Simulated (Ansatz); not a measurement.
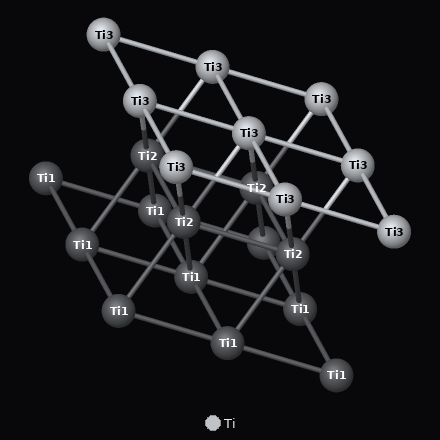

The system is H on a Ti(110) slab cut from the Im-3m phase, its upper half relaxed before the scan (3 atoms of substrate and one adsorbate in a 1 × 1 cell); the picture shows it without the atoms that are moved over the map. H is moved over the surface cell; relaxed at each place: the height of the adsorbate's atoms; substrate rigid; the origin of the map has the adsorbate above Ti3. Places are given modulo a cell vector. The map is drawn in real space over the plane of the surface. Grid: 6 × 6 points; 13 points were computed and 23 follow by symmetry. Energies are in eV, from the lowest grid point. With one adsorbate in each 1 × 1 cell, its nearest image is 2.8 Å away, so neighbouring adsorbates interact. These are results of DFT PBE, scalar-relativistic, plane waves, PAW in Ansatz, not measurements. Settings: cutoff 420 eV, k-mesh 10×10×1, gaussian smearing 0.1 eV, no spin polarisation.

Range: position of H4 along the first surface vector from 0.000 to 0.833; position of H4 along the second surface vector from 0.000 to 0.833.

Q: Predict the map.

A: The lowest grid point is at (2/6, 4/6) of the cell vectors [nearest 1 Ti at 1.86 Å]; the map holds 2 wells of about this depth. The bottom of the well lies between grid points, at about (0.36, 0.64) of the cell vectors, about 0.044 eV lower on the interpolated surface. No other kind of well shows on this grid. The highest grid point, the top site over a surface Ti atom, (0/6, 0/6) of the cell vectors, lies 1.48 eV above the lowest. On the interpolated surface the easiest way out of the lowest well to a well of about the same depth near (4/6, 2/6) of the cell vectors [nearest 1 Ti at 1.86 Å] passes a barrier of about 0.077 eV, counted from the interpolated bottom of the well. At the lowest point the adsorbate has 1 Ti at 1.86 Å as nearest neighbours, at the highest 1 Ti at 1.75 Å. Its relaxed height above the top atom is 1.05 Å at the lowest and 1.75 Å at the highest point.

```
second ↓, first →   0/6   1/6   2/6   3/6   4/6   5/6
              5/6  1.25  0.94  0.39  0.25  0.79  1.19
              4/6  0.74  0.39  0.00  0.15  0.59  0.79
              3/6  0.28  0.25  0.15  0.03  0.15  0.25
              2/6  0.74  0.79  0.59  0.15  0.00  0.39
              1/6  1.25  1.19  0.79  0.25  0.39  0.94
              0/6  1.48  1.25  0.74  0.28  0.74  1.25
```

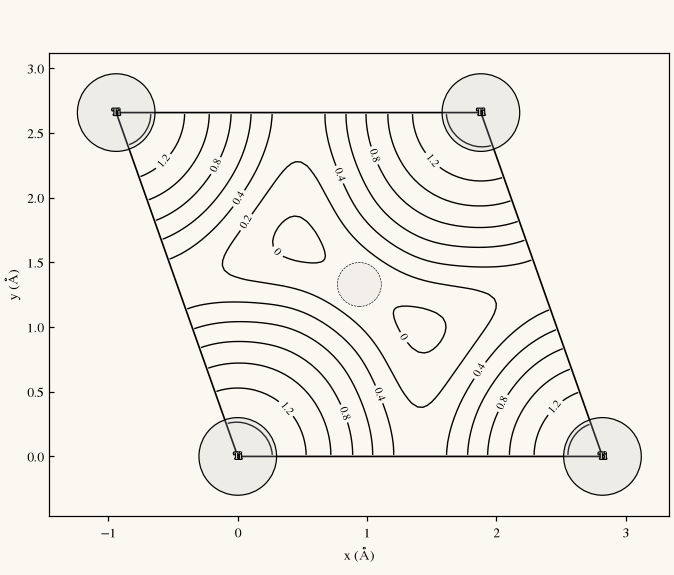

The picture shows contour lines labelled in eV, labelled circles for the atoms of the top layer and small ones for the second layer, the outline of one cell of the plane. Between grid points the surface is interpolated.

Each point was launched as `ansatz run input.yaml --threads 1 --pin off --max-ram 3072MiB --backend cpu --events-out ev --progress --plain --runs-dir out`. Time for the 13 points that were run: 4.9 min on 1 thread of Intel(R) Xeon(R) Platinum 8488C (Sapphire Rapids), with other jobs on the host.

PAW datasets: the set soft_1.
